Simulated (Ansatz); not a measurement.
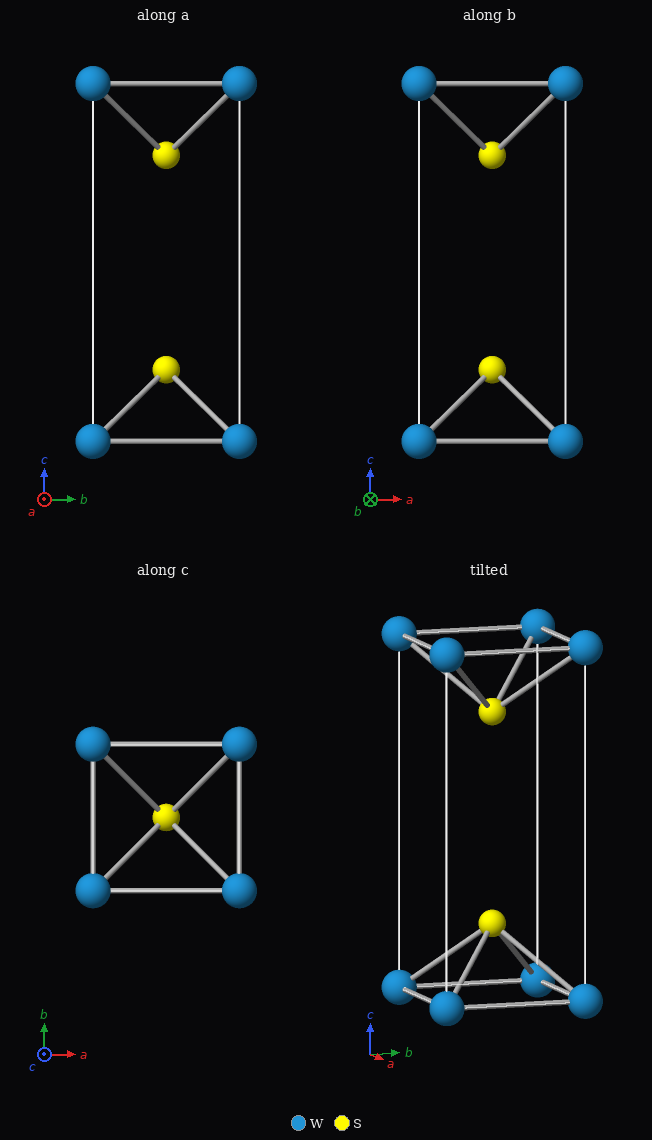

This ball-and-stick model is shown along the a axis, along the b axis, along the c axis and slightly off an axis. The parallelepiped is the conventional unit cell.

Lattice parameters: a = 2.963 Å, b = 2.963 Å, c = 7.241 Å, α = 90.00°, β = 90.00°, γ = 90.00°. Put a along x and b in the xy plane.

### Reconstruct the structure as a POSCAR file, with free fractional coordinates to two decimals.

```
W S
1.0
     2.963    0.000    0.000
     0.000    2.963    0.000
     0.000    0.000    7.241
W S
1 2
Direct
  0.00 0.00 0.00
  0.50 0.50 0.20
  0.50 0.50 0.80
```

The structure was taken from a structure type filled with these elements by a generator (whether the compound takes this form wasn't checked). Earlier steps of the study may have refined or changed the cell and positions. An electronic-structure calculation with Ansatz was run on it.
